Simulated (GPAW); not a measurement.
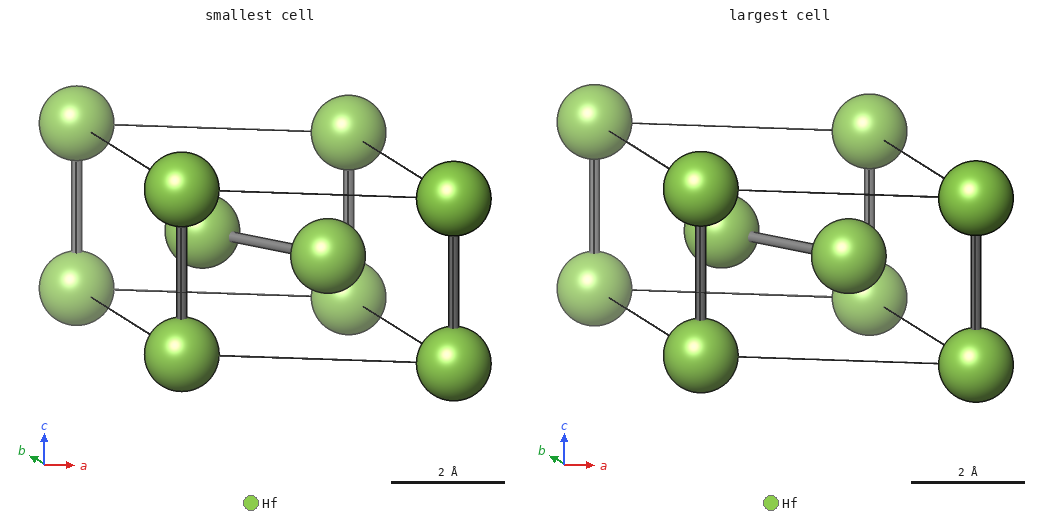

Hf, ω phase (AlB₂-like), space group P6/mmm (No. 191), relaxed (cell and atoms, zero pressure) with five choices of dispersion term on top of PBEsol; the smallest and the largest of the relaxed conventional cells are drawn to one scale (sticks follow a distance rule). The start was a structure listed in the Materials Project. This isn't the form of Hf at room conditions, which is hcp.

Alike in all runs: GPAW 26.7.0; functional PBEsol; potentials PAW data sets generated in the run's folder for this functional; cutoff 600 eV; k mesh 5 × 5 × 6 on the run's cell of 3 atoms; occupations fermi-dirac, width 0.05 eV; no spin polarisation; no spin-orbit coupling. All runs are metallic.

```tsv
level	volume (Å³/atom)	a (Å)	c (Å)
none	21.46	4.925	3.065
D3(BJ)-ATM	20.83	4.876	3.035
D3(BJ)	?	?	?
D4	21.30	4.913	3.057
D3	20.85	4.877	3.037
```

### Fill in the row of D3(BJ).

Volume 20.73 Å³/atom; a 4.868 Å; c 3.030 Å. That is the smallest volume of all.

### Order the levels by the relaxed volume, smallest first.

D3(BJ) (20.73 Å³/atom), D3(BJ)-ATM (20.83 Å³/atom), D3 (20.85 Å³/atom), D4 (21.30 Å³/atom), none (21.46 Å³/atom). Rows within a few tenths of a per cent can't be told apart.

Caveat: later steps reuse the first step's grids; pairwise dispersion terms can overbind metals strongly; spin-orbit coupling is left out, which matters for Hf, if less for volumes and forces than for levels.
